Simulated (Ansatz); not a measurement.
# Run report: HfO$_{2}$, geometry relaxation

System: HfO$_{2}$ (6 atoms in the cell).
Method: DFT PBE, scalar-relativistic, plane waves, PAW, no spin polarisation (Ansatz 0.2.0).

The structure derives from a Materials Project entry. It belongs to a series of runs on one base structure; here: the database's cell, atoms relaxed. Figures and captions count atoms from 1; the log counts them from 0 in places.

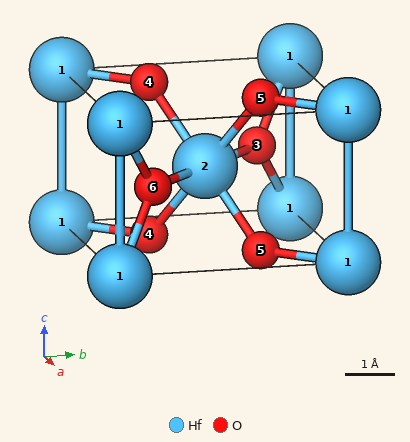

*The structure as given in the input (ball-and-stick view of the cell of the calculation, seen slightly off an axis; atoms are numbered from 1 in the order of the input).*

Near neighbours in the crystal (not all of them lie inside the picture): Hf has 2 Hf at 3.21 Å and 6 O at 2.08 Å; O has 3 Hf at 2.08 Å.

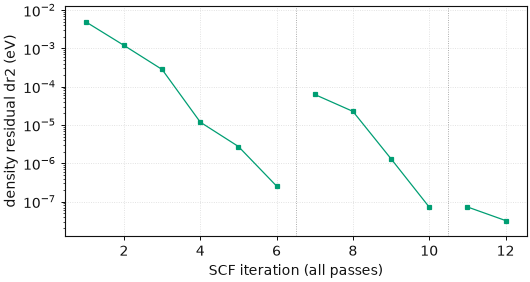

*Convergence of the self-consistent field: density residual dr2 against the SCF iteration. The dotted lines part the SCF passes of the relaxation: geometry steps, rejected trials and re-solves on a re-selected basis.*

The passes take 6, 4 and 2 iterations.

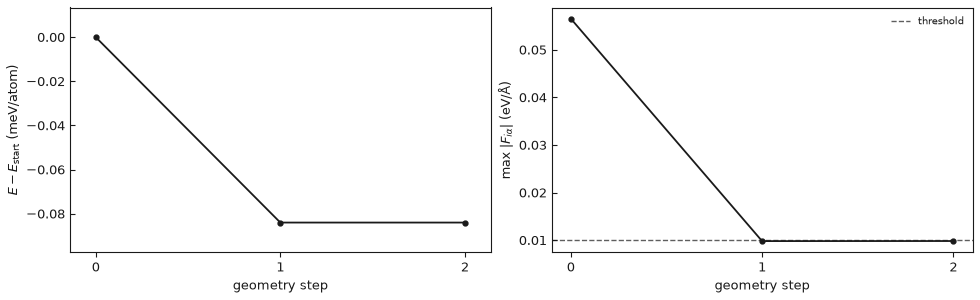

*Progress of the relaxation, step by step (the first geometry is step 0 here and step 1 in the log).*

The atoms keep their places (all moves are under 0.005 Å). The cell doesn't change. The space group stays P4_2/mnm (No. 136). The energy falls by 0.1 meV per atom in 2 geometry steps. Largest force component: 0.057 eV/Å at the start, 0.0098 eV/Å at the end. (Atoms are counted from 1 in the order of the input.)

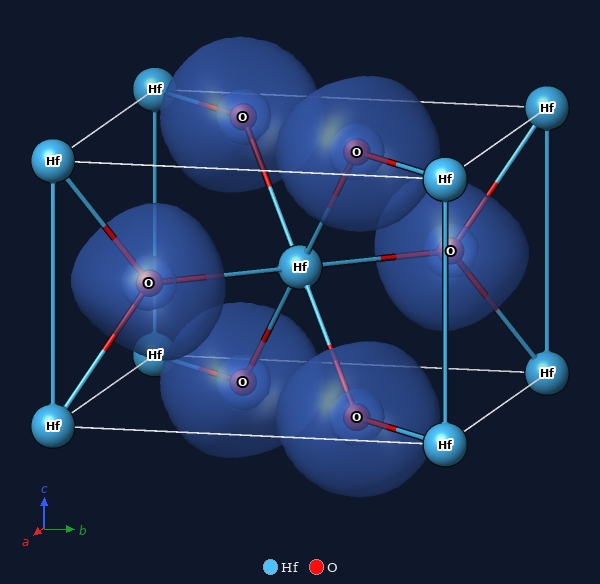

*Isosurface of the ELF at 0.65 (blue), seen slightly off an axis. Only the valence region is drawn (cores and ρ < 0.01 e/Å³ removed). Sticks mark near contacts. The outline is the cell set on symmetry axes.*

Along the contacts the grid gives the following. Hf–O (2.07 Å): the ELF peaks at about 0.85 in the valence shell of O, 0.6 Å from its nucleus, and drops to about 0.20 between the two atoms. Hf–Hf (3.21 Å): the ELF is about 0.10 at the midpoint. The fields are those of the smooth PAW valence density.

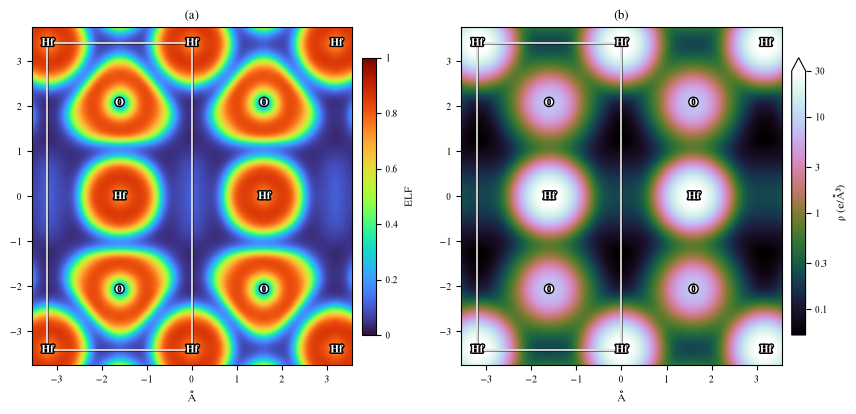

*(a) electron localisation function; (b) valence charge density (pseudo) on the (110) plane of the conventional cell.*

The plane passes through Hf and O nuclei. Hf–O (2.08 Å): ρ is about 0.77 e/Å³ halfway; the ELF peaks at about 0.80 in the valence shell of O, 0.6 Å from its nucleus, and drops to about 0.20 between the two atoms. Hf–Hf (3.21 Å): the density is about 0.22 e/Å³ at the midpoint; the ELF is about 0.10 at the midpoint. Away from the nuclei the density in this plane falls to 0.05 e/Å³ at its lowest. The strong features right at Hf lie inside the PAW spheres (semicore, d or f shells) and say nothing about bonding.

The input that produced these results follows, with the program's output.

Input file:
```yaml
crystal:
  lattice:
    - [4.81353299, 0.0, 0.0]
    - [0.0, 4.81353299, 0.0]
    - [0.0, 0.0, 3.20541541]
  atoms:
    - { symbol: Hf, position: [0.0, 0.0, 0.0] }
    - { symbol: Hf, position: [0.5, 0.5, 0.5] }
    - { symbol: O, position: [0.19495512, 0.80504488, 0.5] }
    - { symbol: O, position: [0.30504488, 0.30504488, 0.0] }
    - { symbol: O, position: [0.69495512, 0.69495512, 0.0] }
    - { symbol: O, position: [0.80504488, 0.19495512, 0.5] }
basis:
  ecutwfc: 420
kpoints:
  mp_grid: { grid: [6, 6, 8] }
hamiltonian:
  xc: pbe
scf:
  occupations: { method: gaussian, width: 0.02 }
output:
  forces: true
  stress: true
  eigenvalues: true
  write_density: true
  write_potential: true
  elf: true
  volumetric_format: npy
relax:
  adjacent_minimum: "off"
  f_tol: 0.01
  max_steps: 40
```

Launch command:
```bash
ansatz run input.yaml --threads 1 --pin off --max-ram 2560MiB --backend cpu --events-out ev --progress --plain --runs-dir out
```

What the program printed:
```
Warning: output.stress: scf.convergence.dr2_threshold = 1e-7 eV (the SCF's general default) is looser than the 6e-10 eV advised for a printed stress (1e-10 eV for each atom of the cell: 6). What an SCF threshold leaves in a stress goes as its square root, and in the free energy as the threshold itself, and one threshold admits the most on a small cell: of the crystals measured, under no hybrid functional and no lock of the moments, on runs that ended without the residual-converged pass, on stresses that held no estimate of that error, the worst erred by over 100 MPa in a component at 1e-7 eV an atom and by under 5 at 1e-10. Every solve of this run answers to scf.convergence.dr2_threshold, and the tensor of one is reported: a single SCF on the reported geometry and on this run's grids (its basis.xc_grid and basis.ecutrho_ratio typed), with scf.convergence.dr2_threshold at 6e-10 eV or tighter, prints it and tightens no other solve. Else set scf.convergence.dr2_threshold to 6e-10 eV or tighter. The threshold is an SCF's pass mark: one that does not reach it within its budget of iterations ends unconverged, or closes short of it on a stop that the run arms, and scf.convergence.dr2_threshold's page says what that costs each kind of run
Engine: ansatz 0.2.0, x86_64-unknown-linux-gnu
Pseudopotentials: kind: paw
Pseudopotential: Hf, paw, valence charge 26, recommended cutoff 420 eV (normal), Hf.paw.azcp
Pseudopotential: O, paw, valence charge 6, recommended cutoff 420 eV (normal), O.paw.azcp
Functional definition: PBE
  parameter kappa = 0.804
  parameter beta = 0.06672455060314922
  exchange = pbe_x(kappa = kappa, mu = beta*pi^2/3)
  correlation = pbe_c(beta = beta)
Crystal: 6 atoms, lattice volume = 74.270 Å³
Basis set: ecut = 420 eV, 1439 PW (Γ), exchange–correlation on 72×72×48 points (8 copies of the dense FFT grid, shifted against one another)
Bands: 46, of which v1, the nominal top of the filled ones, is band 38 counted from 1 (37 counted from 0)
Symmetry: 16 space group operations
Space group: P42/mnm (ITA 136), of the structure as read, at distance tolerance 4.2e-5 Å
k-points: 50 of 288
Non-local potential: Hf, projectors of the file, l = 0: 3, l = 1: 2, l = 2: 2, l = 3: 3
Non-local potential: O, projectors of the file, l = 0: 2, l = 1: 2, l = 2: 1
PAW form: soft (Blöchl's): semilocal exchange-correlation on the pseudo side does not see the compensation charge
PAW one-centre angular grid: Hf, 590 points (default); XC on 64 Gauss nodes
PAW one-centre angular grid: O, 110 points (default); XC on 64 Gauss nodes
Initial density: superposition of atomic densities (neutral atoms: chi_scale 0, normalization atom), corrected by the library's trained network
Initial wavefunctions: pseudopotential atomic-orbital guess
Functional: x = pbe(κ = 0.804, μ = 0.2195149727645171), c = pbe(β = 0.06672455060314922)
SCF iter   1: F=—  HF=-33723.133239 eV  |F-HF|=—  |Δ(HF+E_count)|=         —  Δρ=2.86e-3  dr2=4.94e-3  ethr=1.77e-3  ⟨swp⟩=5.8  Hψ=7356  notcnv=0
preconditioner: auto → Resta (q_TF=auto, 2.739 Å⁻¹)  ε∞=5.1  [insulator: Δε(μ)=4.065 eV  Ē_g=18.016 eV  σ=0.020 eV  W_gap=1.00  n_scr=30 (ndim 8)  ℏωp=36.6 eV  f_vac=0.089  D(μ)=0.00/eV (n_scr^D=0)  ε∞_Penn≈5.1]
SCF iter   2: F=—  HF=-33723.133464 eV  |F-HF|=—  |Δ(HF+E_count)|=   2.25e-4  Δρ=1.48e-3  dr2=1.20e-3  ethr=6.50e-6  ⟨swp⟩=2.0  Hψ=4504  notcnv=0  defer=85
SCF iter   3: F=—  HF=-33723.133524 eV  |F-HF|=—  |Δ(HF+E_count)|=   6.07e-5  Δρ=6.00e-4  dr2=2.82e-4  ethr=1.58e-6  ⟨swp⟩=2.0  Hψ=2846  notcnv=0  defer=85
SCF iter   4: F=—  HF=-33723.133541 eV  |F-HF|=—  |Δ(HF+E_count)|=   1.65e-5  Δρ=1.48e-4  dr2=1.19e-5  ethr=3.71e-7  ⟨swp⟩=2.0  Hψ=3840  notcnv=0  defer=85
SCF iter   5: F=—  HF=-33723.133544 eV  |F-HF|=—  |Δ(HF+E_count)|=   3.40e-6  Δρ=7.20e-5  dr2=2.75e-6  ethr=1.56e-8  ⟨swp⟩=2.0  Hψ=3933  notcnv=0  defer=85
SCF iter   6: F=-33723.133545 eV  HF=-33723.133545 eV  |F-HF|=1.85e-7  |Δ(HF+E_count)|=   2.81e-7  Δρ=2.10e-5  dr2=2.55e-7  ethr=3.29e-9  ⟨swp⟩=13.1  Hψ=20156  notcnv=0
SCF 1 converged in 6 iterations: F = -33723.133545 eV  dr2 = 2.55e-7
  greatest PAW one-centre occupation: 0.999 electrons in one spin orbital (limit 2), on the Hf atom at site 1 (counted from 0), in its partial waves of l = 0
relax step   1: F+E_penalty+E_count = -33723.13354486 eV  Δ(F+E_penalty+E_count) = +0.000e0 eV  max|allowed force component| = 5.654e-2 eV/Å  Δτ_max = 0.0000 Å  (6 SCF iters, dr2 threshold 2.50e-6 eV, accepted)
Initial density: handed on by an earlier stage of this run
Initial wavefunctions: those handed on with the density
iter 1 solved again at ethr=8.24e-8 eV; its pass at ethr=3.10e-3 eV (dr2=6.27e-5 eV) is discarded
SCF iter   1: F=—  HF=-33723.134135 eV  |F-HF|=—  |Δ(HF+E_count)|=         —  Δρ=3.03e-4  dr2=6.27e-5  ethr=8.24e-8  ⟨swp⟩=2.0  Hψ=6213  notcnv=0  defer=88
preconditioner: auto → Resta (q_TF=auto, 2.739 Å⁻¹)  ε∞=5.1  [insulator: Δε(μ)=4.020 eV  Ē_g=18.013 eV  σ=0.020 eV  W_gap=1.00  n_scr=30 (ndim 8)  ℏωp=36.6 eV  f_vac=0.091  D(μ)=0.00/eV (n_scr^D=0)  ε∞_Penn≈5.1]
SCF iter   2: F=—  HF=-33723.134055 eV  |F-HF|=—  |Δ(HF+E_count)|=   8.02e-5  Δρ=1.77e-4  dr2=2.27e-5  ethr=8.24e-8  ⟨swp⟩=1.0  Hψ=2212  notcnv=0  defer=88
SCF iter   3: F=—  HF=-33723.134049 eV  |F-HF|=—  |Δ(HF+E_count)|=   6.02e-6  Δρ=4.89e-5  dr2=1.31e-6  ethr=2.98e-8  ⟨swp⟩=2.7  Hψ=3822  notcnv=0  defer=88
SCF iter   4: F=-33723.134049 eV  HF=-33723.134049 eV  |F-HF|=2.42e-8  |Δ(HF+E_count)|=   2.85e-7  Δρ=1.33e-5  dr2=7.19e-8  ethr=2.63e-10  ⟨swp⟩=12.6  Hψ=16655  notcnv=0
SCF 2 converged in 4 iterations: F = -33723.134049 eV  dr2 = 7.19e-8
relax step   2: F+E_penalty+E_count = -33723.13404883 eV  Δ(F+E_penalty+E_count) = -5.040e-4 eV  max|allowed force component| = 9.818e-3 eV/Å  Δτ_max = 0.0027 Å  (4 SCF iters, dr2 threshold 2.00e-7 eV, accepted)
iter 1 solved again at ethr=9.57e-11 eV; its pass at ethr=3.10e-3 eV (dr2=7.28e-8 eV) is discarded
SCF iter   1: F=—  HF=-33723.134117 eV  |F-HF|=—  |Δ(HF+E_count)|=         —  Δρ=1.34e-5  dr2=7.27e-8  ethr=9.57e-11  ⟨swp⟩=1.0  Hψ=5800  notcnv=0
preconditioner: auto → Resta (q_TF=auto, 2.739 Å⁻¹)  ε∞=5.1  [insulator: Δε(μ)=4.019 eV  Ē_g=18.013 eV  σ=0.020 eV  W_gap=1.00  n_scr=30 (ndim 8)  ℏωp=36.6 eV  f_vac=0.091  D(μ)=0.00/eV (n_scr^D=0)  ε∞_Penn≈5.1]
SCF iter   2: F=-33723.134049 eV  HF=-33723.134049 eV  |F-HF|=1.27e-8  |Δ(HF+E_count)|=   6.78e-5  Δρ=7.91e-6  dr2=3.21e-8  ethr=9.56e-11  ⟨swp⟩=7.2  Hψ=13875  notcnv=0
SCF 3 converged in 2 iterations: F = -33723.134049 eV  dr2 = 3.21e-8
relax step   3: F+E_penalty+E_count = -33723.13404884 eV  Δ(F+E_penalty+E_count) = -9.328e-9 eV  max|allowed force component| = 9.833e-3 eV/Å  Δτ_max = 0.0000 Å  (2 SCF iters, accepted)
SCF converged after 2 iterations
Free energy (F): -33723.134049 eV
Harris-Foulkes:  -33723.134049 eV  (|F-HF|=1.27e-8)
Internal energy: -33723.134049 eV  (E = F + TS)
E sigma→0 (E₀):  -33723.134049 eV
Fermi energy:    14.678339 eV
--- Per-component energies (eV) ---
  E_band       = -102.152084
  E_kinetic    = 1545.917822
  E_local      = -12940.029791  (includes V_loc(G=0)·N_el)
  E_nonlocal   = -2292.821431
  E_hartree    = 5895.382053
  E_xc         = -895.689902
  E_vxc        = -909.532969  (∫ρ·V_xc dr)
  E_paw        = -14488.619506  (= ΣΔE_a)
  E_vpaw       = 2703.535469  (= ΣTr[D̂ρ^β])
  E_aug_tail   = 0.010056  (compensation charges beyond the density's cutoff)
  E_ewald      = -10547.283350
  E_smearing   = -0.000000  (= −TS)
  E_closure    = 0.000000  (closes the sum)
  Σ components = -33723.134049   (vs F -33723.134049, Δ=0.00e0)
--- Forces (eV/Å), atoms counted from 1 ---
  atom   1  Hf     0.00000000    -0.00000000     0.00000000
  atom   2  Hf     0.00000000     0.00000000     0.00000000
  atom   3  O      0.00983292    -0.00983292     0.00000000
  atom   4  O     -0.00983292    -0.00983292     0.00000000
  atom   5  O      0.00983292     0.00983292     0.00000000
  atom   6  O     -0.00983292     0.00983292     0.00000000
  max |Σ_I F_I| component: 1.04e-17 eV/Å
--- Stress (GPa, compression-positive) ---
        8.159050       0.000000       0.000000
        0.000000       8.159050       0.000000
        0.000000       0.000000       9.083813
  P = ⅓ Tr σ = 8.4673 GPa (84.673 kbar)
--- Band table (eV; the first three rows and the last of 50) ---
  k-point 0: bands = ["-47.6256", "-47.6153", "-16.6287", "-16.6287", "-16.3249", "-16.3249", "-16.2034", "-16.1401", "-5.0104", "-4.2248", "-3.0947", "-3.0947", "2.5028", "2.5028", "2.5112", "2.5468", "2.5470", "2.5470", "2.5536", "2.5536", "2.5766", "2.5837", "2.6017", "2.6053", "2.6934", "2.6934", "7.1516", "7.6350", "8.3110", "9.1293", "9.1293", "10.8782", "10.8782", "11.1052", "12.0278", "12.2818", "12.2818", "12.6689", "16.6877", "16.8673", "17.9778", "18.3478", "18.3478", "19.0454", "20.6666", "21.1607"]
  k-point 1: bands = ["-47.6221", "-47.6126", "-16.6018", "-16.6018", "-16.3229", "-16.3229", "-16.2997", "-16.2437", "-4.8242", "-4.0905", "-3.2022", "-3.2022", "2.5077", "2.5077", "2.5167", "2.5470", "2.5494", "2.5494", "2.5542", "2.5542", "2.5738", "2.5796", "2.5953", "2.5994", "2.6788", "2.6788", "7.4121", "7.8310", "8.4741", "9.1134", "9.1134", "10.6561", "11.0612", "11.0612", "11.4791", "12.0866", "12.0866", "12.5644", "17.0091", "17.3484", "17.8656", "18.2961", "18.2961", "19.4236", "20.4469", "21.4505"]
  k-point 2: bands = ["-47.6134", "-47.6061", "-16.5322", "-16.5322", "-16.5228", "-16.4840", "-16.3218", "-16.3218", "-4.3656", "-3.7884", "-3.4573", "-3.4573", "2.5209", "2.5209", "2.5359", "2.5434", "2.5521", "2.5521", "2.5587", "2.5587", "2.5669", "2.5700", "2.5732", "2.6032", "2.6455", "2.6455", "8.0936", "8.3001", "8.9480", "9.1725", "9.1725", "9.7448", "10.4484", "11.3509", "11.3509", "11.6285", "11.6285", "12.1897", "17.6452", "17.7208", "18.2259", "18.3830", "18.3830", "19.8639", "20.4372", "22.1368"]
  k-point 49: bands = ["-47.5990", "-47.5990", "-16.8093", "-16.8093", "-16.3962", "-16.3962", "-16.3638", "-16.3638", "-3.8657", "-3.8657", "-3.4703", "-3.4703", "2.5408", "2.5408", "2.5527", "2.5527", "2.5541", "2.5541", "2.5586", "2.5586", "2.5597", "2.5597", "2.5975", "2.5975", "2.6079", "2.6079", "8.5934", "8.5934", "8.6618", "8.6618", "9.5946", "9.5946", "10.6874", "10.6874", "11.5952", "11.5952", "12.2068", "12.2068", "17.8857", "17.8857", "18.6004", "18.6004", "19.2049", "19.2049", "22.0944", "22.0944"]
--- Relaxed structure (3 steps of the walk, 3 accepted, 0 SCFs on fresh bases) ---
  F+E_penalty+E_count = -33723.13404884 eV   max|allowed force component| = 9.833e-3 eV/Å
  atoms:
    - { symbol: Hf, position: [4.5048083174579185e-20, 1.501602772485975e-20, 0.0] }
    - { symbol: Hf, position: [0.5, 0.5, 0.5] }
    - { symbol: O, position: [0.19534930810370799, 0.8046506918962919, 0.5] }
    - { symbol: O, position: [0.304650691896292, 0.304650691896292, 0.0] }
    - { symbol: O, position: [0.695349308103708, 0.695349308103708, 0.0] }
    - { symbol: O, position: [0.8046506918962919, 0.19534930810370799, 0.5] }
```

Trajectory as extended XYZ (Å, eV, eV/Å), 3 frames, from step=1 to step=3:
```
6
Lattice="4.8135 0.0000 0.0000 0.0000 4.8135 0.0000 0.0000 0.0000 3.2054" Properties=species:S:1:pos:R:3:forces:R:3 step=1 energy=-33723.13354
Hf    0.0000    0.0000    0.0000    0.0000   0.0000   0.0000
Hf    2.4068    2.4068    1.6027    0.0000   0.0000   0.0000
O     0.9384    3.8751    1.6027    0.0565  -0.0565   0.0000
O     1.4683    1.4683    0.0000   -0.0565  -0.0565   0.0000
O     3.3452    3.3452    0.0000    0.0565   0.0565   0.0000
O     3.8751    0.9384    1.6027   -0.0565   0.0565   0.0000
6
Lattice="4.8135 0.0000 0.0000 0.0000 4.8135 0.0000 0.0000 0.0000 3.2054" Properties=species:S:1:pos:R:3:forces:R:3 step=2 energy=-33723.13405
Hf    0.0000    0.0000    0.0000    0.0000   0.0000   0.0000
Hf    2.4068    2.4068    1.6027    0.0000   0.0000   0.0000
O     0.9403    3.8732    1.6027    0.0098  -0.0098   0.0000
O     1.4664    1.4664    0.0000   -0.0098  -0.0098   0.0000
O     3.3471    3.3471    0.0000    0.0098   0.0098   0.0000
O     3.8732    0.9403    1.6027   -0.0098   0.0098   0.0000
6
Lattice="4.8135 0.0000 0.0000 0.0000 4.8135 0.0000 0.0000 0.0000 3.2054" Properties=species:S:1:pos:R:3:forces:R:3 step=3 energy=-33723.13405
Hf    0.0000    0.0000    0.0000    0.0000   0.0000   0.0000
Hf    2.4068    2.4068    1.6027    0.0000   0.0000   0.0000
O     0.9403    3.8732    1.6027    0.0098  -0.0098   0.0000
O     1.4664    1.4664    0.0000   -0.0098  -0.0098   0.0000
O     3.3471    3.3471    0.0000    0.0098   0.0098   0.0000
O     3.8732    0.9403    1.6027   -0.0098   0.0098   0.0000
```

Results in brief:

| quantity | value |
| --- | --- |
| outcome | converged |
| space group (tolerance 0.01 Å) | P4₂/mnm (136) |
| electrons treated | 76 |
| free energy | −33723.1340 eV |
| Fermi energy | 14.678 eV |
| gap on the k-point mesh | 4.02 eV |
| pressure | 8.47 GPa |
| final volume | 74.27 Å³ |
| largest force (length of the vector) at the end | 0.014 eV/Å |
| final cell | a = 4.814 Å, b = 4.814 Å, c = 3.205 Å, α = 90.00°, β = 90.00°, γ = 90.00° |
| hardware | 1 thread of Intel Xeon @ 2.90GHz (Ice Lake), 176 GiB of memory available, shared host |
| wall time | 20 s |
| peak memory | 0.5 GiB |

Notes:

The program warns: the SCF threshold is looser than advised for the printed stress. Spin–orbit coupling is left out, which matters for Hf. The cell is under a pressure of 8.5 GPa at this level, so it is not at its equilibrium volume.
